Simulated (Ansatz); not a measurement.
## Single-point calculation of LiH (part 2 of 2)

Continued. System: LiH (P6₃/mmc, 4 atoms in the cell). Method: DFT, LC-wPBE, plane waves, PAW, no spin polarisation (Ansatz 0.2.0); cutoff 420 eV, 6×6×4 k-mesh, fixed occupations. The structure was built on a prototype by a generator. The geometry comes from this level: r2SCAN.

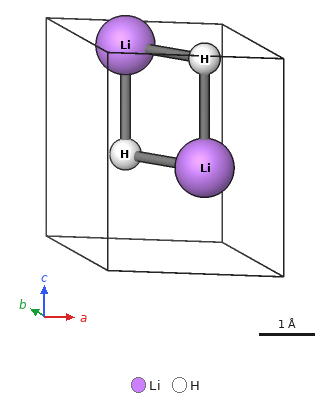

**Figure 1.** The structure as given in the input (ball-and-stick view of the cell of the calculation, seen slightly off an axis). An atom can appear more than once, as a periodic image.

```
hybrid outer 3: dexx = +1.261e-9 eV, tail = 1.21e-9 eV, Δε = 5.98e-5 eV (about 1.16e-5 eV left of the loop's levels), ΔF = 6.48e-17 eV/Å (tail 6.45e-17)
hybrid SCF converged: 3 outer / 11 inner (+2 warm-up), last move |dexx| = 1.26e-9 eV, tail = 1.21e-9 eV
Stability not checked: this state was not tested for a lower state beside it, because the functional holds exact exchange (a hybrid, or Hartree-Fock), whose exchange loop this test does not read (fock_operator; see scf.lower_state_search)
Free energy (F): -443.757725 eV
Frozen-core exchange: fock
Harris-Foulkes:  -443.757725 eV  (|F-HF|=2.42e-10)
Internal energy: -443.757725 eV  (E = F + TS)
E sigma→0 (E₀):  -443.757725 eV
Fermi energy:    -3.023326 eV
--- Per-component energies (eV) ---
  E_band       = -226.351670
  E_kinetic    = 71.787037
  E_local      = -273.762982  (includes V_loc(G=0)·N_el)
  E_nonlocal   = -63.563888
  E_hartree    = 79.197263
  E_xc         = -17.915934
  E_vxc        = -27.539972  (∫ρ·V_xc dr)
  E_exx        = -41.719577  (= α·E_x^exact, valence–valence)
  E_paw        = -24.774134  (= ΣΔE_a)
  E_vpaw       = -8.224955  (= ΣTr[D̂ρ^β])
  E_aug_tail   = -0.002336  (compensation charges beyond the density's cutoff)
  E_ewald      = -173.003174
  E_smearing   = -0.000000  (= −TS)
  E_closure    = 0.000000  (closes the sum)
  Σ components = -443.757725   (vs F -443.757725, Δ=0.00e0)
--- Forces (eV/Å), atoms counted from 1 ---
  atom   1  Li     0.00000000     0.00000000    -0.00000000
  atom   2  Li    -0.00000000     0.00000000     0.00000000
  atom   3  H      0.00000000     0.00000000    -0.00000000
  atom   4  H     -0.00000000     0.00000000     0.00000000
  max |Σ_I F_I| component: 9.11e-18 eV/Å
--- Stress (GPa, compression-positive) ---
       -0.231430      -0.000000      -0.000000
       -0.000000      -0.231430       0.000000
       -0.000000       0.000000       0.132705
  P = ⅓ Tr σ = -0.1101 GPa (-1.101 kbar)
--- Band table (eV; the first three rows and the last of 21) ---
  k-point 0: bands = ["-50.1546", "-50.0712", "-10.3044", "-3.0233", "5.8930", "14.7152", "14.7152", "15.1508", "17.2610"]
  k-point 1: bands = ["-50.1413", "-50.0821", "-9.7758", "-5.3543", "9.0213", "14.9657", "15.2962", "15.2962", "17.6632"]
  k-point 2: bands = ["-50.1109", "-50.1109", "-8.1464", "-8.1464", "13.4613", "13.4613", "16.8923", "16.8923", "16.8923"]
  k-point 20: bands = ["-50.0923", "-50.0923", "-5.8309", "-5.8309", "6.9472", "6.9472", "10.5118", "10.5118", "19.4442"]
```

## File rho_z.tsv
```
# z_ang	rho[e/angstrom^3]
# format = ansatz-planar-average/11
# lattice	3.255827932	-0.000000000	0.000000000
# lattice	-1.627913966	2.819629700	0.000000000
# lattice	0.000000000	0.000000000	4.068443070
# sites	4
# site	3	0.000000000	1.879753133	-0.254277692
# site	3	1.627913966	0.939876567	1.779943843
# site	1	0.000000000	1.879753133	1.779943843
# site	1	1.627913966	0.939876567	3.814165379
0.000000	3.490680e-1
0.135615	2.063931e-1
0.271230	1.212972e-1
0.406844	8.670983e-2
0.542459	7.235060e-2
0.678074	6.563228e-2
0.813689	6.494588e-2
0.949303	7.004599e-2
1.084918	8.210687e-2
1.220533	1.091713e-1
1.356148	1.790408e-1
1.491762	3.099878e-1
1.627377	4.615791e-1
1.762992	5.424563e-1
1.898607	4.921318e-1
2.034222	3.490680e-1
2.169836	2.063931e-1
2.305451	1.212972e-1
2.441066	8.670983e-2
2.576681	7.235060e-2
2.712295	6.563228e-2
2.847910	6.494588e-2
2.983525	7.004599e-2
3.119140	8.210687e-2
3.254754	1.091713e-1
3.390369	1.790408e-1
3.525984	3.099878e-1
3.661599	4.615791e-1
3.797214	5.424563e-1
3.932828	4.921318e-1
```

## File v_z.tsv
```
# z_ang	v_es[eV]	v_tot[eV]
# format = ansatz-planar-average/11
# xc	lc_wpbe
# density_cutoff_ev	1680
# datasets	Li=:simpson_from_first_knot:soft:fock	H=:simpson_from_first_knot:soft:fock
# lattice	3.255827932	-0.000000000	0.000000000
# lattice	-1.627913966	2.819629700	0.000000000
# lattice	0.000000000	0.000000000	4.068443070
# sites	4
# site	3	0.000000000	1.879753133	-0.254277692
# site	3	1.627913966	0.939876567	1.779943843
# site	1	0.000000000	1.879753133	1.779943843
# site	1	1.627913966	0.939876567	3.814165379
0.000000	-2.006555e0	-6.178308e0
0.135615	-3.040122e-1	-4.044144e0
0.271230	1.063714e0	-2.217181e0
0.406844	2.099229e0	-1.081022e0
0.542459	2.695608e0	-7.173166e-1
0.678074	2.904225e0	-2.050716e-1
0.813689	2.930540e0	-8.070270e-2
0.949303	2.768487e0	-6.256717e-1
1.084918	2.300189e0	-9.449044e-1
1.220533	1.348186e0	-1.850552e0
1.356148	8.021135e-2	-3.542715e0
1.491762	-1.577632e0	-5.647739e0
1.627377	-3.144454e0	-7.555923e0
1.762992	-3.923464e0	-8.441352e0
1.898607	-3.439467e0	-7.898997e0
2.034222	-2.006555e0	-6.178308e0
2.169836	-3.040122e-1	-4.044144e0
2.305451	1.063714e0	-2.217181e0
2.441066	2.099229e0	-1.081022e0
2.576681	2.695608e0	-7.173166e-1
2.712295	2.904225e0	-2.050716e-1
2.847910	2.930540e0	-8.070270e-2
2.983525	2.768487e0	-6.256717e-1
3.119140	2.300189e0	-9.449044e-1
3.254754	1.348186e0	-1.850552e0
3.390369	8.021135e-2	-3.542715e0
3.525984	-1.577632e0	-5.647739e0
3.661599	-3.144454e0	-7.555923e0
3.797214	-3.923464e0	-8.441352e0
3.932828	-3.439467e0	-7.898997e0
```

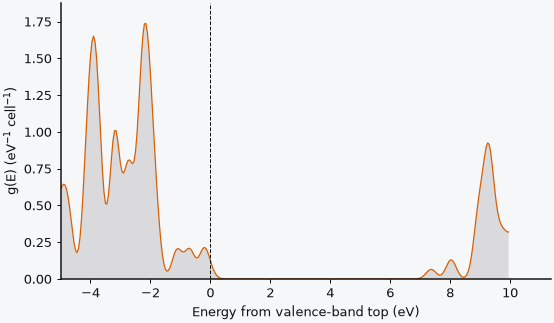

**Figure 2.** Density of states (the curve is built from the levels of the k mesh with Gaussians 0.4 eV wide, which also blur the band edges), with energies from the valence-band top. There is a gap of 7.36 eV on the k-point mesh. Small ripples come from the finite k-point mesh.

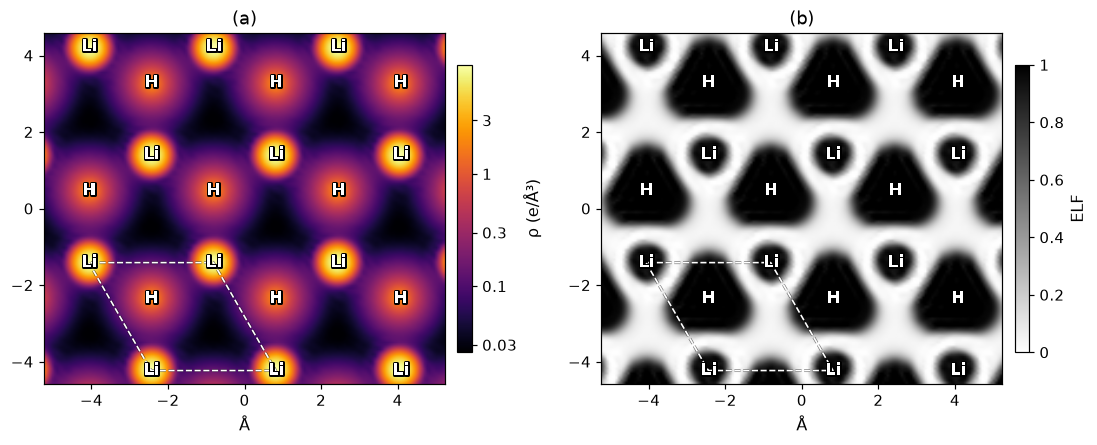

**Figure 3.** (a) valence electron density; (b) electron localisation function on the (001) plane of the conventional cell. Atoms in the plane: Li and H. Li–H (1.88 Å): the density is about 0.16 e/Å³ at the midpoint; the ELF climbs to about 1 towards the hydrogen, as it does in any bond to H. Away from the nuclei the density in this plane falls to 0.03 e/Å³ at its lowest. The strong features right at Li lie inside the PAW spheres (semicore, d or f shells) and say nothing about bonding. The fields are those of the smooth PAW valence density.

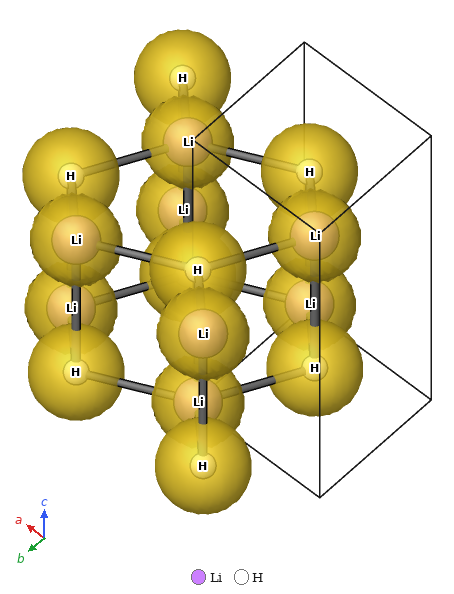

**Figure 4.** Isosurface of the valence pseudo-density at 0.3 e/Å³ (yellow), seen at an oblique angle. Sticks mark near contacts. The outline is the cell set on symmetry axes. At this value the density breaks into separate islands; it holds about 65 % of the electrons treated as valence (semicore included). It is pinched off along the Li–H (1.88 Å) and Li–H (2.03 Å) contacts. On the grid the lowest density along these lines, outside the cores, is 0.14 e/Å³ (Li–H, 1.88 Å) and 0.11 e/Å³ (Li–H, 2.03 Å).

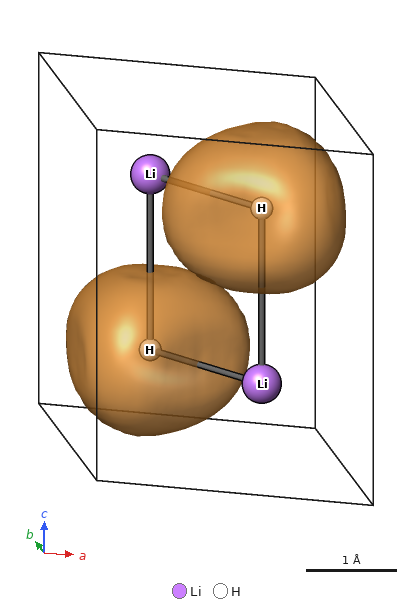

**Figure 5.** Isosurface of the ELF at 0.75 (orange), seen slightly off an axis. Only the valence region is drawn (cores and ρ < 0.01 e/Å³ removed). Sticks mark near contacts. The outline is the cell set on symmetry axes. Values along the shortest contacts: Li–H (1.88 Å): the ELF climbs to about 1 towards the hydrogen.

The run was set up as follows.

## Input
```yaml
crystal:
  lattice:
    - [3.2558279323, 0.0, 0.0]
    - [-1.6279139661, 2.8196296997, 0.0]
    - [0.0, 0.0, 4.0684430705]
  atoms:
    - { symbol: Li, position: [0.3333333333, 0.6666666667, -0.0625093483] }
    - { symbol: Li, position: [0.6666666667, 0.3333333333, 0.4374906517] }
    - { symbol: H, position: [0.3333333333, 0.6666666667, 0.4375093483] }
    - { symbol: H, position: [0.6666666667, 0.3333333333, 0.9375093483] }
kpoints:
  mp_grid: { grid: [6, 6, 4] }
hamiltonian:
  xc: lc_wpbe
scf:
  occupations: { method: fixed }
  n_extra_bands: 5
output:
  forces: true
  stress: true
  eigenvalues: true
  write_density: true
  write_potential: true
  elf: true
  volumetric_format: npy
```

Launch command:
```bash
ansatz run input.yaml --threads 2 --pin off --max-ram 2211MiB --backend cpu --events-out ev --progress --plain --runs-dir out
```

## Summary

```tsv
quantity	value
outcome	converged
space group (tolerance 0.01 Å)	P6₃/mmc (194)
electrons treated	8
free energy	−443.7577 eV
Fermi energy	−3.023 eV
gap on the k-point mesh	7.36 eV
pressure	−0.11 GPa
largest force (length of the vector)	under 0.001 eV/Å
hardware	2 threads of Intel Xeon (Granite Rapids), 32 GiB of memory available, shared host
wall time	10 s (CPU time 19 s)
peak memory	0.78 GiB
```

## Notes

Warnings of the run: the exchange loop's threshold is looser than advised for the stress; the SCF threshold is looser than advised for the printed stress; the structure was made exactly symmetric.
